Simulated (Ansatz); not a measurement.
# Run report: Re, geometry relaxation (part 1 of 2)

- system: Re (P6₃/mmc, 2 atoms in the cell)
- method: DFT PBEsol, scalar-relativistic, plane waves, PAW, no spin polarisation (Ansatz 0.2.0)

The structure was built on a prototype by a generator; it need not be a known phase. Figures and captions count atoms from 1; the log counts them from 0 in places.

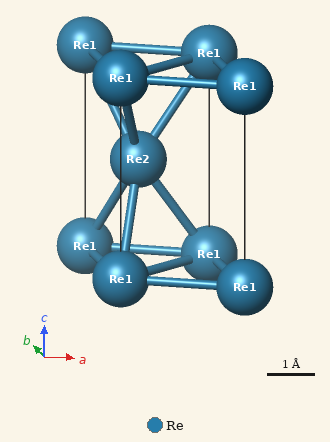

The structure as given in the input (ball-and-stick view of the cell of the calculation, seen slightly off an axis; atoms are numbered from 1 in the order of the input).

Summary:

- outcome: converged
- space group (tolerance 0.01 Å): P6₃/mmc (194)
- electrons treated: 30
- free energy: −21474.4988 eV
- Fermi energy: 24.100 eV
- gap on the k-point mesh: none (metallic)
- pressure: 0.01 GPa
- final volume: 29.11 Å³
- largest force (length of the vector) at the end: under 0.001 eV/Å
- final cell: a = 2.750 Å, b = 2.750 Å, c = 4.443 Å, α = 90.00°, β = 90.00°, γ = 120.00°
- hardware: 1 thread of Arm Neoverse V1, 24 GiB of memory available, shared host
- wall time: 37 s
- peak memory: 0.38 GiB

Notes:

Spin–orbit coupling is left out, which matters for Re.

Input:
```yaml
crystal:
  lattice:
    - [2.750521, 0.0, 0.0]
    - [-1.375261, 2.382021, 0.0]
    - [0.0, 0.0, 4.491583]
  atoms:
    - { symbol: Re, position: [0.0, 0.0, 0.0] }
    - { symbol: Re, position: [0.33333333, 0.66666667, 0.5] }
basis:
  ecutwfc: 420
kpoints:
  mp_grid: { grid: [18, 18, 10] }
hamiltonian:
  xc: pbesol
scf:
  occupations: { method: gaussian, width: 0.1 }
output:
  forces: true
  stress: true
  eigenvalues: true
  write_density: true
  write_potential: true
  elf: true
  volumetric_format: npy
relax:
  adjacent_minimum: "off"
  f_tol: 0.005
  max_steps: 80
  cell: { stress_tol: 0.05 }
```

Launch command:
```bash
ansatz run input.yaml --threads 1 --pin off --max-ram 2560MiB --backend cpu --events-out ev --progress --plain --runs-dir out
```

What the program printed:
```
Engine: ansatz 0.2.0, aarch64-unknown-linux-gnu
Pseudopotentials: kind: paw
Pseudopotential: Re, paw, valence charge 15, recommended cutoff 420 eV (normal), Re.paw.azcp
Functional definition: PBEsol
  exchange = pbesol_x
  correlation = pbesol_c
Crystal: 2 atoms, lattice volume = 29.428 Å³
Basis set: ecut = 420 eV, 573 PW (Γ), exchange–correlation on 40×40×64 points (8 copies of the dense FFT grid, shifted against one another)
Bands: 19, of which v1, the nominal top of the filled ones, is band 15 counted from 1 (14 counted from 0)
Symmetry: 24 space group operations
Space group: P63/mmc (ITA 194), of the structure as read, at distance tolerance 3.1e-5 Å
k-points: 222 of 3240
Non-local potential: Re, projectors of the file, l = 0: 3, l = 1: 2, l = 2: 2, l = 3: 1
PAW form: soft (Blöchl's): semilocal exchange-correlation on the pseudo side does not see the compensation charge
PAW frozen core: Re, regenerated for the run's functional, and the local potential with it (the file was generated under x = pbe(κ = 0.804, μ = 0.2195149727645171), c = pbe(β = 0.06672455060314922))
PAW one-centre angular grid: Re, 590 points (default); XC on 64 Gauss nodes
Initial density: superposition of atomic densities (neutral atoms: chi_scale 0, normalization atom), corrected by the library's trained network
Initial wavefunctions: pseudopotential atomic-orbital guess
Functional: x = pbesol(κ = 0.804, μ = 0.12345679012345678), c = pbesol(β = 0.046)
SCF iter   1: F=—  HF=-21474.489421 eV  |F-HF|=—  |Δ(HF+E_count)|=         —  Δρ=7.93e-3  dr2=5.63e-3  ethr=1.77e-3  ⟨swp⟩=5.1  Hψ=18837  notcnv=0
preconditioner: auto → none  [metal: Δε(μ)=0.014 eV  Ē_g=6.124 eV  σ=0.100 eV  W_gap=0.08  n_scr=8 (ndim 8)  ℏωp=25.6 eV  f_vac=0.000  D(μ)=1.56/eV (n_scr^D=22)  sad-step TF]
SCF iter   2: F=—  HF=-21474.490794 eV  |F-HF|=—  |Δ(HF+E_count)|=   1.37e-3  Δρ=4.67e-3  dr2=2.08e-3  ethr=1.88e-5  ⟨swp⟩=1.4  Hψ=6385  notcnv=0
SCF iter   3: F=—  HF=-21474.491283 eV  |F-HF|=—  |Δ(HF+E_count)|=   4.89e-4  Δρ=2.69e-4  dr2=9.31e-6  ethr=6.94e-6  ⟨swp⟩=1.4  Hψ=4621  notcnv=0
SCF iter   4: F=—  HF=-21474.491289 eV  |F-HF|=—  |Δ(HF+E_count)|=   5.59e-6  Δρ=8.14e-5  dr2=6.73e-7  ethr=3.10e-8  ⟨swp⟩=2.0  Hψ=7424  notcnv=0
iter 5 did not close the SCF: its close was put off for the readings that it lacked (scf_convergence_deferred on its scf_iter line)
SCF iter   5: F=-21474.491289 eV  HF=-21474.491289 eV  |F-HF|=1.48e-8  |Δ(HF+E_count)|=   7.22e-8  Δρ=2.90e-5  dr2=8.16e-8  ethr=2.24e-9  ⟨swp⟩=2.0  Hψ=5643  notcnv=0
SCF iter   6: F=-21474.491289 eV  HF=-21474.491289 eV  |F-HF|=1.13e-9  |Δ(HF+E_count)|=   1.63e-9  Δρ=6.36e-6  dr2=3.64e-9  ethr=2.72e-10  ⟨swp⟩=5.3  Hψ=24282  notcnv=0
SCF 1 converged in 6 iterations: F = -21474.491289 eV  dr2 = 3.64e-9
  greatest PAW one-centre occupation: 0.999 electrons in one spin orbital (limit 2), on the Re atom at site 1 (counted from 0), in its partial waves of l = 0
relax step   1: F+E_penalty+E_count = -21474.49128888 eV  Δ(F+E_penalty+E_count) = +0.000e0 eV  max|allowed force component| = 8.789e-17 eV/Å  Δτ_max = 0.0000 Å  P = -4.156 GPa  Ω = 29.428 Å³  (6 SCF iters, dr2 threshold 1.00e-7 eV, accepted)
Crystal: 2 atoms, lattice volume = 28.313 Å³
Initial density: handed on by an earlier stage of this run
Initial wavefunctions: those handed on with the density
iter 1 solved again at ethr=1.38e-5 eV; its pass at ethr=3.10e-3 eV (dr2=4.15e-3 eV) is discarded
SCF iter   1: F=—  HF=-21474.467146 eV  |F-HF|=—  |Δ(HF+E_count)|=         —  Δρ=4.69e-3  dr2=4.39e-3  ethr=1.38e-5  ⟨swp⟩=1.7  Hψ=24944  notcnv=0
preconditioner: auto → none  [metal: Δε(μ)=0.012 eV  Ē_g=6.415 eV  σ=0.100 eV  W_gap=0.07  n_scr=8 (ndim 8)  ℏωp=26.1 eV  f_vac=0.000  D(μ)=1.75/eV (n_scr^D=22)]
SCF iter   2: F=—  HF=-21474.465685 eV  |F-HF|=—  |Δ(HF+E_count)|=   1.46e-3  Δρ=1.46e-3  dr2=2.33e-4  ethr=1.38e-5  ⟨swp⟩=2.5  Hψ=5797  notcnv=0
SCF iter   3: F=—  HF=-21474.465675 eV  |F-HF|=—  |Δ(HF+E_count)|=   1.08e-5  Δρ=3.88e-4  dr2=1.05e-5  ethr=7.76e-7  ⟨swp⟩=2.3  Hψ=5511  notcnv=0
SCF iter   4: F=—  HF=-21474.465678 eV  |F-HF|=—  |Δ(HF+E_count)|=   3.62e-6  Δρ=1.77e-5  dr2=7.17e-8  ethr=3.48e-8  ⟨swp⟩=1.2  Hψ=4405  notcnv=0
iter 5 did not close the SCF: its close was put off for the readings that it lacked (scf_convergence_deferred on its scf_iter line)
SCF iter   5: F=-21474.465678 eV  HF=-21474.465678 eV  |F-HF|=2.98e-10  |Δ(HF+E_count)|=   2.40e-8  Δρ=4.33e-6  dr2=1.91e-9  ethr=2.39e-10  ⟨swp⟩=2.0  Hψ=7274  notcnv=0
SCF iter   6: F=-21474.465678 eV  HF=-21474.465678 eV  |F-HF|=7.28e-12  |Δ(HF+E_count)|=  6.91e-11  Δρ=7.63e-7  dr2=5.14e-11  ethr=6.37e-12  ⟨swp⟩=4.1  Hψ=21252  notcnv=0
SCF 2 converged in 6 iterations: F = -21474.465678 eV  dr2 = 5.14e-11
relax step   2: F+E_penalty+E_count = -21474.46567824 eV  Δ(F+E_penalty+E_count) = +2.561e-2 eV  max|allowed force component| = 6.939e-17 eV/Å  Δτ_max = 0.0000 Å  P = +11.593 GPa  Ω = 28.313 Å³  energy of the carried Pulay correction = +1.077e-3 eV  (6 SCF iters, dr2 threshold 2.00e-7 eV, rejected (line search))
Crystal: 2 atoms, lattice volume = 29.123 Å³
iter 1 solved again at ethr=6.86e-6 eV; its pass at ethr=3.10e-3 eV (dr2=2.06e-3 eV) is discarded
SCF iter   1: F=—  HF=-21474.499650 eV  |F-HF|=—  |Δ(HF+E_count)|=         —  Δρ=2.99e-3  dr2=1.89e-3  ethr=6.86e-6  ⟨swp⟩=2.1  Hψ=24759  notcnv=0
preconditioner: auto → none  [metal: Δε(μ)=0.007 eV  Ē_g=6.202 eV  σ=0.100 eV  W_gap=0.04  n_scr=8 (ndim 8)  ℏωp=25.7 eV  f_vac=0.000  D(μ)=1.58/eV (n_scr^D=22)]
SCF iter   2: F=—  HF=-21474.499033 eV  |F-HF|=—  |Δ(HF+E_count)|=   6.17e-4  Δρ=9.50e-4  dr2=1.05e-4  ethr=6.29e-6  ⟨swp⟩=2.5  Hψ=5690  notcnv=0
SCF iter   3: F=—  HF=-21474.499029 eV  |F-HF|=—  |Δ(HF+E_count)|=   3.43e-6  Δρ=2.49e-4  dr2=4.55e-6  ethr=3.52e-7  ⟨swp⟩=2.3  Hψ=5318  notcnv=0
SCF iter   4: F=—  HF=-21474.499037 eV  |F-HF|=—  |Δ(HF+E_count)|=   8.33e-6  Δρ=1.30e-5  dr2=4.41e-8  ethr=1.52e-8  ⟨swp⟩=1.4  Hψ=4588  notcnv=0
SCF iter   5: F=—  HF=-21474.499038 eV  |F-HF|=—  |Δ(HF+E_count)|=   8.38e-7  Δρ=2.76e-6  dr2=1.18e-9  ethr=1.47e-10  ⟨swp⟩=2.0  Hψ=7134  notcnv=0
SCF iter   6: F=—  HF=-21474.499038 eV  |F-HF|=—  |Δ(HF+E_count)|=  1.67e-10  Δρ=6.08e-7  dr2=2.57e-11  ethr=3.93e-12  ⟨swp⟩=2.6  Hψ=6857  notcnv=0
SCF iter   7: F=-21474.499038 eV  HF=-21474.499038 eV  |F-HF|=2.18e-11  |Δ(HF+E_count)|=  2.91e-11  Δρ=2.66e-8  dr2=6.36e-14  ethr=1.00e-12  ⟨swp⟩=5.0  Hψ=16769  notcnv=0
SCF 3 converged in 7 iterations: F = -21474.499038 eV  dr2 = 6.36e-14
relax step   3: F+E_penalty+E_count = -21474.49903827 eV  Δ(F+E_penalty+E_count) = -7.749e-3 eV  max|allowed force component| = 6.014e-17 eV/Å  Δτ_max = 0.0000 Å  P = -0.197 GPa  Ω = 29.123 Å³  energy of the carried Pulay correction = +2.914e-4 eV  (7 SCF iters, accepted)
Crystal: 2 atoms, lattice volume = 29.107 Å³
iter 1 solved again at ethr=1.41e-8 eV; its pass at ethr=3.10e-3 eV (dr2=4.23e-6 eV) is discarded
SCF iter   1: F=—  HF=-21474.499094 eV  |F-HF|=—  |Δ(HF+E_count)|=         —  Δρ=1.85e-4  dr2=7.23e-6  ethr=1.41e-8  ⟨swp⟩=3.2  Hψ=23231  notcnv=0
preconditioner: auto → none  [metal: Δε(μ)=0.006 eV  Ē_g=6.204 eV  σ=0.100 eV  W_gap=0.04  n_scr=8 (ndim 8)  ℏωp=25.8 eV  f_vac=0.000  D(μ)=1.61/eV (n_scr^D=22)]
SCF iter   2: F=—  HF=-21474.499095 eV  |F-HF|=—  |Δ(HF+E_count)|=   1.10e-6  Δρ=5.72e-5  dr2=3.94e-7  ethr=1.41e-8  ⟨swp⟩=2.4  Hψ=6440  notcnv=0
iter 3 did not close the SCF: its close was put off for the readings that it lacked (scf_convergence_deferred on its scf_iter line)
SCF iter   3: F=-21474.499095 eV  HF=-21474.499095 eV  |F-HF|=5.86e-10  |Δ(HF+E_count)|=   9.74e-8  Δρ=1.49e-5  dr2=1.67e-8  ethr=1.31e-9  ⟨swp⟩=2.3  Hψ=5495  notcnv=0
iter 4 did not close the SCF: its close was put off for the readings that it lacked (scf_convergence_deferred on its scf_iter line)
SCF iter   4: F=-21474.499095 eV  HF=-21474.499095 eV  |F-HF|=1.46e-11  |Δ(HF+E_count)|=  1.75e-10  Δρ=4.98e-7  dr2=4.28e-11  ethr=5.58e-11  ⟨swp⟩=1.1  Hψ=4269  notcnv=0
iter 5 did not close the SCF: its close was put off for the readings that it lacked (scf_convergence_deferred on its scf_iter line)
SCF iter   5: F=-21474.499095 eV  HF=-21474.499095 eV  |F-HF|=3.64e-12  |Δ(HF+E_count)|=    0.00e0  Δρ=1.39e-7  dr2=2.61e-12  ethr=1.00e-12  ⟨swp⟩=2.4  Hψ=6274  notcnv=0
SCF iter   6: F=-21474.499095 eV  HF=-21474.499095 eV  |F-HF|=3.64e-12  |Δ(HF+E_count)|=    0.00e0  Δρ=2.41e-8  dr2=2.87e-14  ethr=1.00e-12  ⟨swp⟩=3.8  Hψ=16401  notcnv=0
SCF 4 converged in 6 iterations: F = -21474.499095 eV  dr2 = 2.87e-14
relax step   4: F+E_penalty+E_count = -21474.49909477 eV  Δ(F+E_penalty+E_count) = -5.650e-5 eV  max|allowed force component| = 9.021e-17 eV/Å  Δτ_max = 0.0000 Å  P = +0.015 GPa  Ω = 29.107 Å³  energy of the carried Pulay correction = +3.065e-4 eV  (6 SCF iters, dr2 threshold 2.00e-7 eV, accepted)
Basis set: ecut = 420 eV, 573 PW (Γ), exchange–correlation on 40×40×60 points (8 copies of the dense FFT grid, shifted against one another)
Initial wavefunctions: pseudopotential atomic-orbital guess (no wavefunctions were taken with the density)
iter 1 solved again at ethr=1.70e-8 eV; its pass at ethr=3.10e-3 eV (dr2=5.11e-6 eV) is discarded
SCF iter   1: F=—  HF=-21474.498750 eV  |F-HF|=—  |Δ(HF+E_count)|=         —  Δρ=4.93e-5  dr2=8.79e-8  ethr=1.70e-8  ⟨swp⟩=3.7  Hψ=30383  notcnv=0
preconditioner: auto → none  [metal: Δε(μ)=0.007 eV  Ē_g=6.204 eV  σ=0.100 eV  W_gap=0.04  n_scr=8 (ndim 8)  ℏωp=25.8 eV  f_vac=0.000  D(μ)=1.61/eV (n_scr^D=22)]
SCF iter   2: F=—  HF=-21474.498790 eV  |F-HF|=—  |Δ(HF+E_count)|=   4.05e-5  Δρ=2.34e-5  dr2=1.76e-8  ethr=2.93e-10  ⟨swp⟩=2.3  Hψ=6898  notcnv=0
SCF iter   3: F=—  HF=-21474.498790 eV  |F-HF|=—  |Δ(HF+E_count)|=   6.44e-9  Δρ=1.73e-6  dr2=1.57e-10  ethr=5.87e-11  ⟨swp⟩=2.8  Hψ=7502  notcnv=0
iter 4 did not close the SCF: its close was put off for the readings that it lacked (scf_convergence_deferred on its scf_iter line)
SCF iter   4: F=-21474.498790 eV  HF=-21474.498790 eV  |F-HF|=0.00e0  |Δ(HF+E_count)|=  1.13e-10  Δρ=2.96e-7  dr2=7.80e-12  ethr=1.00e-12  ⟨swp⟩=2.0  Hψ=5929  notcnv=0
iter 5 did not close the SCF: its close was put off for the readings that it lacked (scf_convergence_deferred on its scf_iter line)
SCF iter   5: F=-21474.498790 eV  HF=-21474.498790 eV  |F-HF|=0.00e0  |Δ(HF+E_count)|=  7.28e-12  Δρ=2.48e-8  dr2=1.37e-13  ethr=1.00e-12  ⟨swp⟩=1.0  Hψ=4218  notcnv=0
iter 6 did not close the SCF: its close was put off for the readings that it lacked (scf_convergence_deferred on its scf_iter line)
SCF iter   6: F=-21474.498790 eV  HF=-21474.498790 eV  |F-HF|=3.64e-12  |Δ(HF+E_count)|=  3.64e-12  Δρ=4.27e-9  dr2=2.23e-15  ethr=1.00e-12  ⟨swp⟩=1.0  Hψ=4218  notcnv=0
iter 7 did not close the SCF: its close was put off for the readings that it lacked (scf_convergence_deferred on its scf_iter line)
SCF iter   7: F=-21474.498790 eV  HF=-21474.498790 eV  |F-HF|=1.46e-11  |Δ(HF+E_count)|=  3.64e-12  Δρ=1.18e-9  dr2=3.42e-16  ethr=1.00e-12  ⟨swp⟩=1.0  Hψ=4218  notcnv=0
SCF iter   8: F=-21474.498790 eV  HF=-21474.498790 eV  |F-HF|=7.28e-12  |Δ(HF+E_count)|=  7.28e-12  Δρ=2.04e-10  dr2=7.41e-18  ethr=1.00e-12  ⟨swp⟩=1.8  Hψ=9911  notcnv=0
SCF 5 converged in 8 iterations: F = -21474.498790 eV  dr2 = 7.41e-18
relax step   5: F+E_penalty+E_count = -21474.49879004 eV  Δ(F+E_penalty+E_count) = +3.047e-4 eV  max|allowed force component| = 1.110e-16 eV/Å  Δτ_max = 0.0000 Å  P = +0.013 GPa  Ω = 29.107 Å³  stress off target by 1.85e-2 GPa  SCF on the basis re-selected at this cell (its energy is not comparable with the rows above)  (8 SCF iters)
```

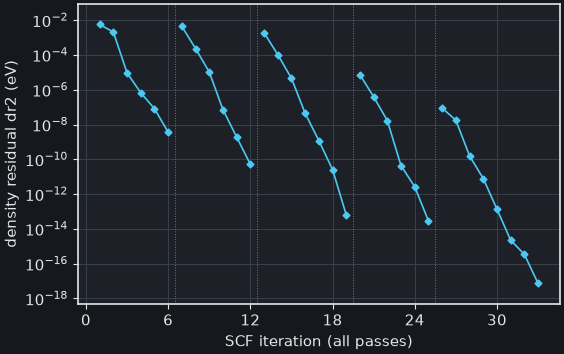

Convergence of the self-consistent field: density residual dr2 against the SCF iteration. The dotted lines part the SCF passes of the relaxation: geometry steps, rejected trials and re-solves on a re-selected basis. The 5 passes take 6 to 8 iterations each, 33 in all.
